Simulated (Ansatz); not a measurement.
```
CELL_PARAMETERS angstrom
2.86722 0.00000 0.00000
-1.43361 2.48308 0.00000
0.00000 0.00000 2.79826
ATOMIC_POSITIONS crystal
W 0.00000 0.00000 0.00000
C 0.66667 0.33333 0.50000
```

Space group P-6m2; computed pressure about 15 GPa in this cell.

The calculation used Kohn-Sham DFT of a periodic cell, HSE06, Ansatz PAW (Ansatz 0.2.0).

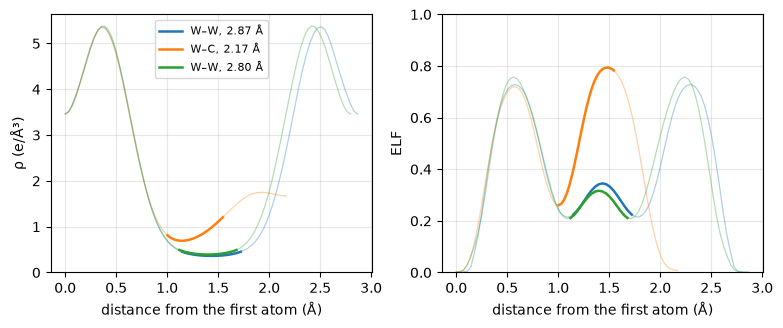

WC. Valence electron density and electron localisation function along straight lines between neighbouring atoms. Thin, pale parts lie inside the atomic spheres.

Core electrons are frozen (PAW), and the valence fields are smoothed inside the atomic spheres.

**What can be read from the curves?**

W–W (2.87 Å): the density is about 0.36 e/Å³ at the midpoint; the ELF is about 0.35 at the midpoint.
W–C (2.17 Å): the density is about 0.71 e/Å³ at the midpoint; the ELF peaks at about 0.80 in the valence shell of C, 0.7 Å from its nucleus, and is about 0.30 at the midpoint.
W–W (2.80 Å): ρ at the midpoint is about 0.39 e/Å³; the ELF is about 0.30 at the midpoint.
